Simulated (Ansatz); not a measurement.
# A series of single points on CuI

System: CuI (4 atoms in the cell).
Method: Kohn-Sham DFT of a periodic cell, PBE, Ansatz PAW, no spin polarisation (Ansatz 0.2.0).

The 5 runs differ only in the geometry, by an even scaling of the cell at fixed fractional positions. The structure derives from a Materials Project entry.

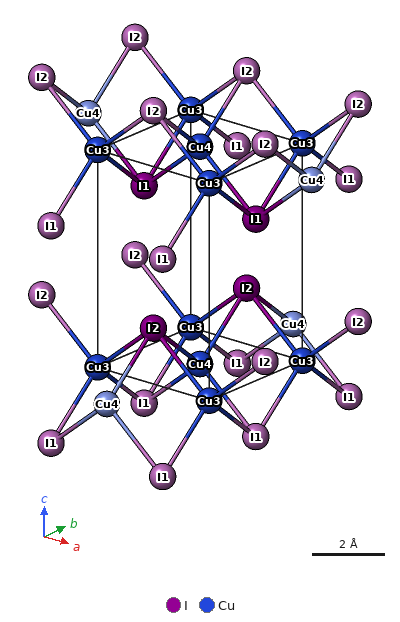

Figure 1. The structure of run 3 (ball-and-stick view of the cell of the calculation, seen at an oblique angle; neighbours outside the cell are drawn fainter; atoms are numbered from 1 in the order of the input).

### Input of run 3
```yaml
crystal:
  lattice:
    - [4.0627443817, 0.0, 0.0]
    - [0.0, 4.0627443817, 0.0]
    - [0.0, 0.0, 6.5074871981]
  atoms:
    - { symbol: I, position: [0.0, 0.5, 0.74303436] }
    - { symbol: I, position: [0.5, 0.0, 0.25696564] }
    - { symbol: Cu, position: [0.0, 0.0, 0.0] }
    - { symbol: Cu, position: [0.5, 0.5, 0.0] }
hamiltonian:
  xc: pbe
  pseudopotentials: { kind: paw }
kpoints:
  mp_grid: { grid: [7, 7, 4] }
scf:
  occupations: { method: fermi_dirac, width: 0.05 }
output:
  forces: true
  stress: true
  eigenvalues: true
```

Command:
```bash
ansatz run input.yaml --threads 2 --pin off --max-ram 5120MiB --backend cpu --events-out ev --progress --plain --runs-dir out
```

Run 4 differs from it as follows:
```diff
-    - [4.0627443817, 0.0, 0.0]
-    - [0.0, 4.0627443817, 0.0]
-    - [0.0, 0.0, 6.5074871981]
+    - [4.1440207334, 0.0, 0.0]
+    - [0.0, 4.1440207334, 0.0]
+    - [0.0, 0.0, 6.637671322]
```

### Results, with one run withheld

```csv
run,volume per atom (Å³),"free energy per atom, from the lowest run given (meV)",pressure (GPa),gap on the mesh (eV)
1,25.757,30.46,4.69,1.72
2,26.305,16.64,3.42,1.68
3,26.853,6.87,2.31,1.64
4,28.497,?,?,?
5,29.045,0.00,−1.04,1.51
```

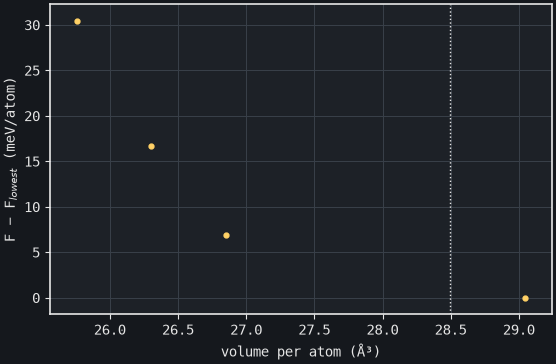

Figure 2. Free energy per atom of the runs given; the dotted line marks run 4.

Estimate the energy of run 4 from the others.

A quadratic polynomial in V^(−2/3) (the Birch–Murnaghan form), fitted to the 4 runs given, misses them by at most 0.04 meV per atom. With x = V^(−2/3) − 0.11127 Å⁻², it reads F = 5.5922 + 4914.7 x + 7.1478e+05 x² (meV per atom). At run 4 it gives −2.56 meV per atom, and the run itself gives −2.39. The slope of the fit gives a pressure −dF/dV of −0.37 GPa there, and the run prints −0.34 GPa. The fit has its minimum at 28.241 Å³ per atom, where V d²F/dV² gives 41.9 GPa. Cell shape and fractional positions are held, so this is the stiffness under even scaling; the relaxed bulk modulus wasn't computed and can be far lower in a crystal of layers, chains or molecules like this one. The gap on the mesh goes, without turning, from 1.72 eV in run 1 to 1.51 eV in run 5; run 4 has 1.54 eV. These are gaps of this functional on this mesh, which can miss the band edges; they aren't the measured gap.

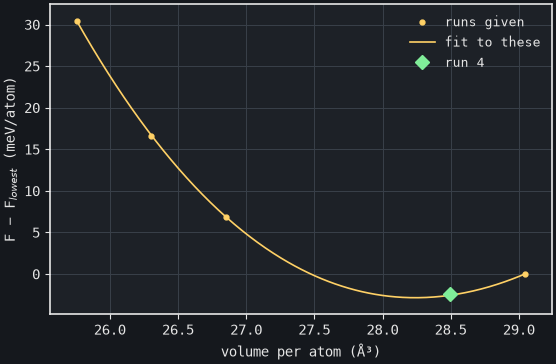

Figure 3. The fit and the withheld run.

### Output, shortened to warnings, some set-up lines, iterations and results (run 4)
```
Basis set: ecut = 420 eV, 2183 PW (Γ), exchange–correlation on 60×60×90 points (8 copies of the dense FFT grid, shifted against one another)
Symmetry: 16 space group operations
k-points: 30 of 196
Initial density: superposition of atomic densities (neutral atoms: chi_scale 0, normalization atom), corrected by the library's trained network
[...]
SCF iter   1: F=—  HF=-28276.707385 eV  |F-HF|=—  |Δ(HF+E_count)|=         —  Δρ=9.49e-4  dr2=1.51e-3  ethr=1.77e-3  ⟨swp⟩=8.5  Hψ=5938  notcnv=0  defer=8
SCF iter   2: F=—  HF=-28276.708186 eV  |F-HF|=—  |Δ(HF+E_count)|=   8.01e-4  Δρ=6.71e-4  dr2=4.05e-4  ethr=2.09e-6  ⟨swp⟩=2.4  Hψ=2435  notcnv=0  defer=28
SCF iter   3: F=—  HF=-28276.708456 eV  |F-HF|=—  |Δ(HF+E_count)|=   2.70e-4  Δρ=3.84e-4  dr2=9.15e-5  ethr=5.62e-7  ⟨swp⟩=2.0  Hψ=1742  notcnv=0  defer=10
SCF iter   4: F=—  HF=-28276.708561 eV  |F-HF|=—  |Δ(HF+E_count)|=   1.05e-4  Δρ=6.03e-4  dr2=2.85e-4  ethr=1.27e-7  ⟨swp⟩=2.3  Hψ=2335  notcnv=0  defer=10
SCF iter   5: F=—  HF=-28276.708505 eV  |F-HF|=—  |Δ(HF+E_count)|=   5.62e-5  Δρ=1.33e-4  dr2=1.15e-5  ethr=1.27e-7  ⟨swp⟩=2.0  Hψ=2327  notcnv=0  defer=10
SCF iter   6: F=—  HF=-28276.708511 eV  |F-HF|=—  |Δ(HF+E_count)|=   5.89e-6  Δρ=2.37e-5  dr2=6.42e-7  ethr=1.60e-8  ⟨swp⟩=2.0  Hψ=1729  notcnv=0  defer=10
SCF iter   7: F=—  HF=-28276.708512 eV  |F-HF|=—  |Δ(HF+E_count)|=   8.00e-7  Δρ=1.10e-5  dr2=1.27e-7  ethr=8.92e-10  ⟨swp⟩=3.0  Hψ=2386  notcnv=0  defer=10
SCF iter   8: F=-28276.708512 eV  HF=-28276.708512 eV  |F-HF|=1.25e-8  |Δ(HF+E_count)|=   1.62e-7  Δρ=2.57e-6  dr2=1.04e-8  ethr=1.39e-10  ⟨swp⟩=8.6  Hψ=5207  notcnv=0
SCF 1 converged in 8 iterations: F = -28276.708512 eV  dr2 = 1.04e-8
SCF converged after 8 iterations
Free energy (F): -28276.708512 eV
Harris-Foulkes:  -28276.708512 eV  (|F-HF|=1.25e-8)
Internal energy: -28276.708512 eV  (E = F + TS)
E sigma→0 (E₀):  -28276.708512 eV
Fermi energy:    8.450210 eV
--- Per-component energies (eV) ---
  E_band       = -1758.279079
  E_kinetic    = 977.961439
  E_local      = -17429.410347  (includes V_loc(G=0)·N_el)
  E_nonlocal   = 626.177181
  E_hartree    = 8165.932788
  E_xc         = -430.578324
  E_vxc        = -482.136906  (∫ρ·V_xc dr)
  E_paw        = -12983.222582  (= ΣΔE_a)
  E_vpaw       = -1782.738189  (= ΣTr[D̂ρ^β])
  E_aug_tail   = 0.000574  (compensation charges beyond the density's cutoff)
  E_ewald      = -7203.569240
  E_smearing   = -0.000000  (= −TS)
  E_closure    = -0.000000  (closes the sum)
  Σ components = -28276.708512   (vs F -28276.708512, Δ=0.00e0)
--- Forces (eV/Å), atoms counted from 1 ---
  atom   1  I      0.00000000     0.00000000     0.17344296
  atom   2  I      0.00000000     0.00000000    -0.17344296
  atom   3  Cu     0.00000000     0.00000000     0.00000000
  atom   4  Cu     0.00000000     0.00000000     0.00000000
  max |Σ_I F_I| component: 0.00e0 eV/Å
--- Stress (GPa, compression-positive) ---
       -0.404181       0.000000       0.000000
        0.000000      -0.404181       0.000000
        0.000000       0.000000      -0.225780
  P = ⅓ Tr σ = -0.3447 GPa (-3.447 kbar)
```
